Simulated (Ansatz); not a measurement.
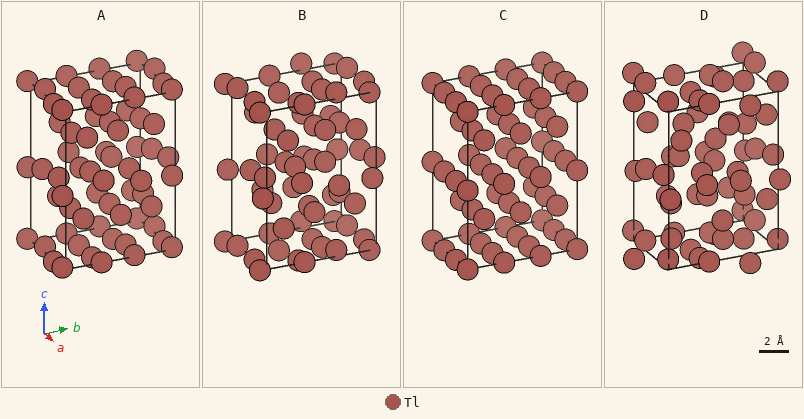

First-principles dynamics of a 36-atom cell of Tl, 1.12 ps long. The cell was cut from the hcp crystal. 4 frames in shuffled order; frame C is the first. The picture is a spheres-only view of the simulation cell, seen slightly off an axis. Atoms are followed out of the cell.

Theory: Ansatz 0.2.0, DFT PBE, scalar-relativistic, plane waves, PAW. Run with plane-wave cutoff 420 eV; k-point mesh 1 × 1 × 1; Fermi-Dirac smearing 0.11 eV; volume 1.1 times that of the relaxed crystal; Langevin thermostat (NVT); set temperature 1300 K; time step 4.5 fs; friction 0.02 per fs.

> Put the frames in order of time.

C, A, B, D, at 0 fs, 94 fs, 351 fs, 1.12 ps; the root-mean-square distance from the start grows as 0.00, 0.30, 0.60, 0.89 Å. In the second half of the run the atoms are, in the root-mean-square, this far from where they began (common drift taken out): Tl 0.83 Å. The potential energy sinks well below that of the force-free first frame, so the starting arrangement isn't stable at these settings: the atoms shift into a lower-energy one. With so coarse a k-point mesh for this cell that can be an artefact of the sampling.

Limits of the set-up: the k-point mesh is coarse for a cell with partly filled bands.

The run took 11 min on 4 threads of Intel(R) Xeon(R) 6975P-C (Granite Rapids) (shared host), peak memory 1.4 GiB.
